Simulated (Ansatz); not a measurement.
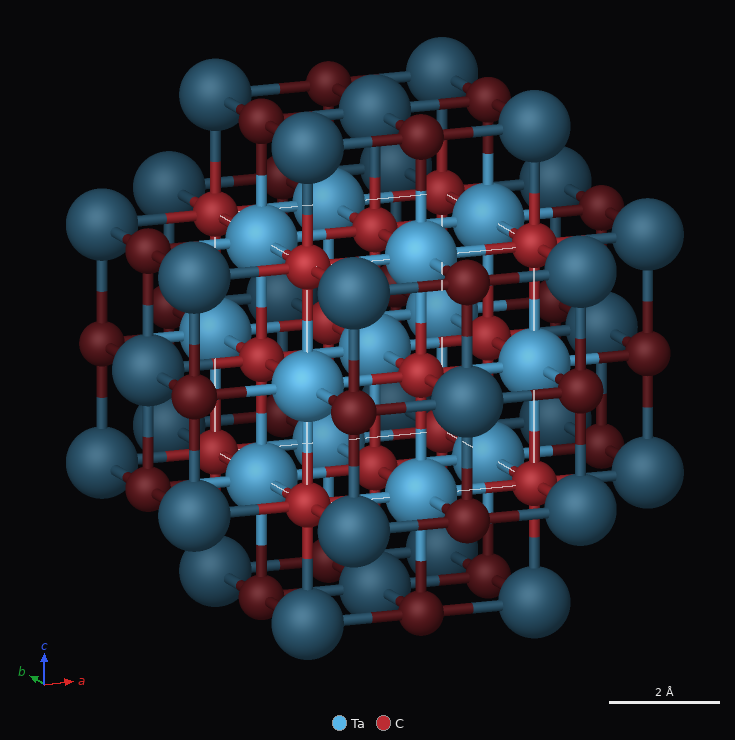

View slightly off an axis, drawn as a ball-and-stick model. The wireframe shows the conventional unit cell. Neighbours across the faces are drawn wherever a bond reaches them, in fainter colours.

TaC, rock salt (NaCl type), space group Fm-3m (No. 225), a = 4.475 Å, b = 4.475 Å, c = 4.475 Å, α = 90.00°, β = 90.00°, γ = 90.00°. The cell started as a random cell made by a generator, so it need not be a real form of the compound. Earlier steps of the study may have refined or changed the cell and positions. Ansatz was used for an electronic-structure calculation on it.

This one geometry was computed with Ansatz (DFT, plane waves, PAW) at three levels of theory: PBEsol, PBE with spin-orbit coupling and PBE.

Question: Which level gives the highest pressure at this volume, and what does that say about its equilibrium volume?

Answer: Highest: PBE with spin-orbit coupling (-0.3 GPa) and PBE (0.0 GPa), which points to the largest equilibrium volume. Lowest, with the smallest volume: PBEsol (-7.9 GPa). Levels within 0.5 GPa of each other can't be told apart.

Question: How does the band gap change with the level of theory?

Answer: All levels give a metal.

Question: Collect the results in a table.

Answer:
| level | cutoff (eV) | k-mesh of the run's cell | gap (eV) | pressure (GPa) |
| --- | --- | --- | --- | --- |
| PBEsol | 420 | 22×22×22 | metal | -7.9 |
| PBE with spin-orbit coupling | 420 | 22×22×22 | metal | -0.3 |
| PBE | 420 | 22×22×22 | metal | 0.0 |

Gaps are taken on the k-mesh or band path of each run.
